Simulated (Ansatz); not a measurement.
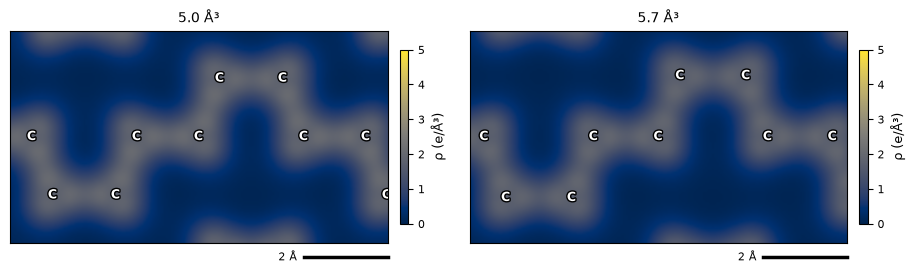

C. The valence charge density (pseudo) of cells scaled evenly to different volumes (given per atom above each panel), on the (110) plane of each (indices in the axes of the cell below), at one length scale and on one colour scale.

These are results of DFT r2SCAN, scalar-relativistic, plane waves, PAW in Ansatz 0.2.0, not measurements.

Core electrons are frozen (PAW), and the valence fields are smoothed inside the atomic spheres.

The largest cell:

```cif
data_structure
_symmetry_space_group_name_H-M 'P 1'
_symmetry_Int_Tables_number 1
_cell_length_a 2.5098
_cell_length_b 2.5098
_cell_length_c 8.2803
_cell_angle_alpha 90.000
_cell_angle_beta 90.000
_cell_angle_gamma 120.000
_cell_volume 45.17
loop_
_atom_site_label
_atom_site_type_symbol
_atom_site_fract_x
_atom_site_fract_y
_atom_site_fract_z
_atom_site_occupancy
C1 C 0.00000 0.00000 0.09293 1
C2 C 0.00000 0.00000 0.59293 1
C3 C 0.00000 0.00000 0.40707 1
C4 C 0.00000 0.00000 0.90707 1
C5 C 0.33333 0.66667 0.15550 1
C6 C 0.66667 0.33333 0.65550 1
C7 C 0.33333 0.66667 0.34450 1
C8 C 0.66667 0.33333 0.84450 1
```

| volume (Å³/atom) | C–C contact in the plane (Å) | ρ at its midpoint (e/Å³) | pressure (GPa) | gap on the mesh (eV) | 
| --- | --- | --- | --- | --- |
| 4.97 | 1.475 | 1.892 | 72.7 | 5.12 | 
| 5.31 | 1.508 | ? | ? | ? | 
| 5.65 | 1.539 | 1.671 | 0.0 | 4.80 | 

Q: What values belong in the row with question marks?

A: Over the known rows ln ρ falls by 1.94 per Å of C–C distance (the line through the two), which gives 1.775 e/Å³ at 1.508 Å; the calculation gives 1.774 e/Å³. For the pressure, a straight line in volume between the neighbouring rows gives 36.4 GPa; the calculation gives 31.2, lower because pressure rises ever faster on compression. For the gap on the mesh, a straight line in volume between the neighbouring rows gives 4.96 eV; the calculation gives 4.95.
